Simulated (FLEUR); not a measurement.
## Energy of Pb along an even scaling of the cell

System: Pb (P6₃/mmc, 2 atoms in the cell).
Method: Kohn-Sham DFT of a periodic cell, LDA, all-electron, no spin polarisation (FLEUR MaX-R8.1 (later development tree)).

The 5 runs differ only in the geometry, by an even scaling of the cell at fixed fractional positions. The structure derives from an entry of the Crystallography Open Database.

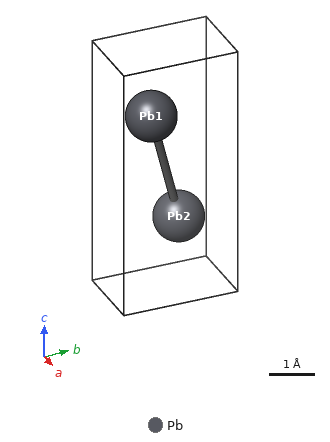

Figure 1. The structure of run 3 (ball-and-stick view of the cell of the calculation, seen slightly off an axis; atoms are numbered from 1 in the order of the input). An atom can appear more than once, as a periodic image.

**Input of run 3**
```
<?xml version="1.0" encoding="UTF-8" standalone="no"?>
<fleurInput fleurInputVersion="0.39">
   <comment>
      Pb                                                                                                  
   </comment>
   <calculationSetup>
      <cutoffs Kmax="4.1" Gmax="12.7" GmaxXC="12.7" numbands="0"/>
      <scfLoop itmax="60" minDistance="0.00001" maxIterBroyd="15" imix="Anderson" alpha="0.05" precondParam="0.0" spinf="2.0" sdNocoIR="T"/>
      <coreElectrons ctail="T" frcor="F" kcrel="0" coretail_lmax="0"/>
      <xcFunctional name="vwn" relativisticCorrections="F"/>
      <magnetism jspins="1"/>
      <soc l_soc="F" theta="0.0" phi="0.0" spav="F"/>
      <expertModes spex="0" secvar="F"/>
      <geometryOptimization l_f="F" forcealpha="1.0" forcemix="BFGS" epsdisp="0.00001" epsforce="0.00001"/>
      <ldaU l_linMix="F" mixParam="0.05" spinf="1.0"/>
   </calculationSetup>
   <cell>
      <bzIntegration valenceElectrons="40.0" mode="hist" fermiSmearingEnergy="0.00183747">
         <kPointListSelection listName="default-1"/>
         <!-- k-points included here -->
         <xi:include xmlns:xi="http://www.w3.org/2001/XInclude" href="kpts.xml"> </xi:include>
      </bzIntegration>
      <!-- symmetry operations included here -->
      <xi:include xmlns:xi="http://www.w3.org/2001/XInclude" href="sym.xml"> </xi:include>
      <bulkLattice scale="1.0">
         <bravaisMatrix>
            <row-1>    6.5762469136079993     0.0000000000000000     0.0000000000000000</row-1>
            <row-2>   -3.2881234568039996     5.6951968888005178     0.0000000000000000</row-2>
            <row-3>    0.0000000000000000     0.0000000000000000    10.5635690365139983</row-3>
         </bravaisMatrix>
      </bulkLattice>
   </cell>
   <atomSpecies>
      <species name="Lead (Pb)" element="Pb" atomicNumber="82">
         <mtSphere radius="2.66" gridPoints="879" logIncrement="0.015"/>
         <atomicCutoffs lmax="10" lnonsphr="10"/>
         <electronConfig flipSpins="F">
            <coreConfig>(1s1/2) (2s1/2) (2p1/2) (2p3/2) (3s1/2) (3p1/2) (3p3/2) (4s1/2) (3d3/2) (3d5/2) (4p1/2) (4p3/2) (4d3/2) (4d5/2) (4f5/2) (4f7/2) (5s1/2)</coreConfig>
            <valenceConfig>(5p1/2) (5p3/2) (6s1/2) (5d3/2) (5d5/2) (6p1/2) (6p3/2)</valenceConfig>
            <stateOccupation state="(6p1/2)" spinUp="0.333333" spinDown="0.333333"/>
            <stateOccupation state="(6p3/2)" spinUp="0.666667" spinDown="0.666667"/>
         </electronConfig>
         <energyParameters s="6" p="6" d="5" f="5"/>
         <lo type="SCLO" l="1" n="5" eDeriv="0"/>
         <lo type="SCLO" l="1" n="5" eDeriv="1"/>
         <lo type="SCLO" l="0" n="6" eDeriv="2"/>
         <lo type="SCLO" l="2" n="5" eDeriv="2"/>
         <lo type="SCLO" l="3" n="5" eDeriv="2"/>
      </species>
   </atomSpecies>
   <atomGroups>
      <atomGroup species="Lead (Pb)">
         <relPos label="                   1">-1.000/3.000 1.000/3.000 -1.000/4.000</relPos>
         <relPos label="                   2">1.000/3.000 -1.000/3.000 1.000/4.000</relPos>
         <force calculate="T" relaxXYZ="TTT"/>
      </atomGroup>
   </atomGroups>
   <output dos="F" band="F" slice="F">
      <checks vchk="F" cdinf="F"/>
      <bandDOS minEnergy="-.5*Htr" maxEnergy="0.5*Htr" sigma="0.015" storeEVData="T"/>
      <vacuumDOS vacdos="F" integ="F" star="F" nstars="0" locx1="0.0" locy1="0.0" locx2="0.0" locy2="0.0" nstm="0" tworkf="0.0"/>
      <unfoldingBand unfoldBand="F" supercellX="1" supercellY="1" supercellZ="1"/>
      <plotting iplot="0" polar="F">
         <plot TwoD="T" vec1="  1.0  0.0  0.0" vec2="  0.0  1.0  0.0" vec3="  0.0  0.0  1.0" zero="  0.0  0.0  0.0" file="plot"/>
      </plotting>
      <chargeDensitySlicing numkpt="0" minEigenval="0.0" maxEigenval="0.0" nnne="0" pallst="F"/>
      <specialOutput eonly="F"/>
      <moessbauerParams electricFieldGradient="T" isomerShift="T" coreHyperfine="T" valenceHyperfine="T"/>
      <magneticCircularDichroism mcd="F" energyLo="-10.0" energyUp="0.0"/>
   </output>
  <!-- We include the file relax.xml here to enable relaxations (see documentation) -->
  <xi:include xmlns:xi="http://www.w3.org/2001/XInclude" href="relax.xml"> <xi:fallback/> </xi:include>
</fleurInput>
```

Run 2 has the same physical settings and fractional positions; its lattice vectors (Å) are:
```
   3.432967    0.000000    0.000000
  -1.716484    2.973037    0.000000
   0.000000    0.000000    5.514450
```

**Results, with one run withheld**

```tsv
run	volume per atom (Å³)	free energy per atom, from the lowest run given (meV)
1	27.555	11.57
2	28.141	?
3	29.314	0.00
4	30.486	10.43
5	31.073	19.82
```

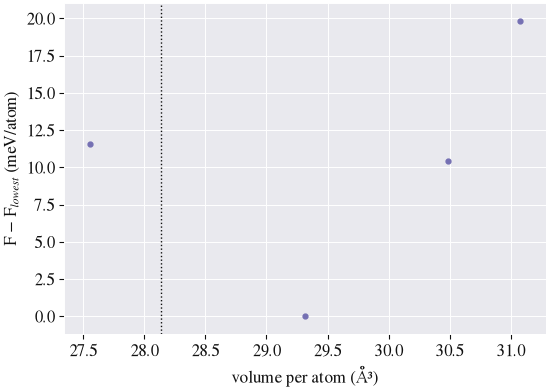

Figure 2. Free energy per atom of the runs given; the dotted line marks run 2.

Fit the runs given and predict run 2.

A quadratic polynomial in V^(−2/3) (the Birch–Murnaghan form), fitted to the 4 runs given, misses them by at most 0.10 meV per atom. With x = V^(−2/3) − 0.10461 Å⁻², it reads F = 1.1282 − 2389.4 x + 8.9411e+05 x² (meV per atom). At run 2 it gives 3.63 meV per atom, and the run itself gives 3.43. The fit has its minimum at 28.998 Å³ per atom, where V d²F/dV² gives 49.3 GPa. Cell shape and fractional positions are held, so this is the stiffness under even scaling; the relaxed bulk modulus wasn't computed.

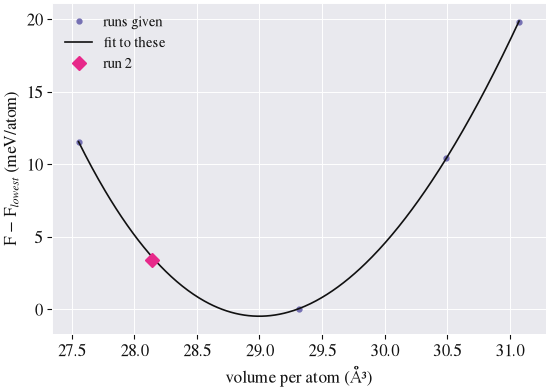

Figure 3. The fit and the withheld run.

**Output (run 2)**
```
Welcome to FLEUR        (www.flapw.de)
      MaX-Release 8.1          (www.max-centre.eu)

 ========== k-point set info ==========
 Selected k-point list: default-1
 k-point list type: mesh
 9 x 9 x 5
 Number of k points: 36

 ------------Calculation Setup---------------------------
 Number of MPI-tasks      :            1
 Number of PE/node        :            1
 Number of OMP-threads    :            1
 Most efficient MPI parallelization for:
           1           2           3           4           6           9          12          18          36
 Additional eigenvalue parallelization possible
 Number of basis functions:          522
 Approximate size of matrices (H+S) per k-point:         0.004 GB
 --------------------------------------------------------

 Iteration:     1   Distance:      11.60481050 me/bohr^3

 Iteration:     2   Distance:      10.91679150 me/bohr^3

 Iteration:     3   Distance:       3.49574810 me/bohr^3

 Iteration:     4   Distance:       0.26170386 me/bohr^3

 Iteration:     5   Distance:       0.25219763 me/bohr^3

 Iteration:     6   Distance:       0.05112482 me/bohr^3

 Iteration:     7   Distance:       0.00324545 me/bohr^3

 Iteration:     8   Distance:       0.00264579 me/bohr^3

 Iteration:     9   Distance:       0.00026771 me/bohr^3

 Iteration:    10   Distance:       0.00004434 me/bohr^3

 Iteration:    11   Distance:       0.00003838 me/bohr^3

 Iteration:    12   Distance:       0.00000185 me/bohr^3

 ********************************************************************
 Run finished successfully
 Stop message:
   all done
 ********************************************************************
```

Notes: Spin–orbit coupling is left out, which matters for Pb.
